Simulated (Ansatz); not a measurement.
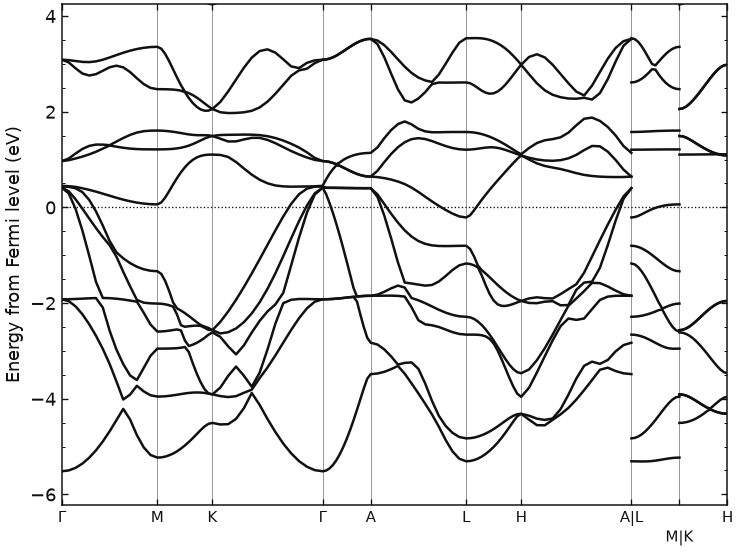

Band structure. Energies are counted from the Fermi level.

Q: Which of these calculations gave it?
A. rocksalt CaS, space group Fm-3m, 2 atoms in the primitive cell, relaxed with r2SCAN (cubic a = 5.696 Å); PBE
B. TiO₂, space group C2/m (No. 12), 12 atoms in the primitive cell (a = 6.44 Å, b = 6.44 Å, c = 6.62 Å, α = 106.18°, β = 106.18°, γ = 34.04°); PBEsol+U
C. CdI2-type TiTe₂, space group P-3m1, 3 atoms in the cell (a = 3.777 Å, c = 6.498 Å (hexagonal axes)); r2SCAN

A: C. A metal: 4 bands cross the Fermi level along this path. At Γ the nearest levels lie 1.92 eV below and 0.41 eV above the Fermi level. A hexagonal (primitive) lattice: the path Γ–M–K–Γ–A–L–H–A|L–M|K–H runs through the special points of its Brillouin zone.

Ansatz; r2SCAN, Ansatz PAW, no spin polarisation, no spin-orbit coupling, 8×8×4 k mesh, 500 eV cutoff, Fermi-Dirac smearing of 0.05 eV.

Spin-orbit coupling is left out, which matters for Te. The PAW data sets were made with another functional.
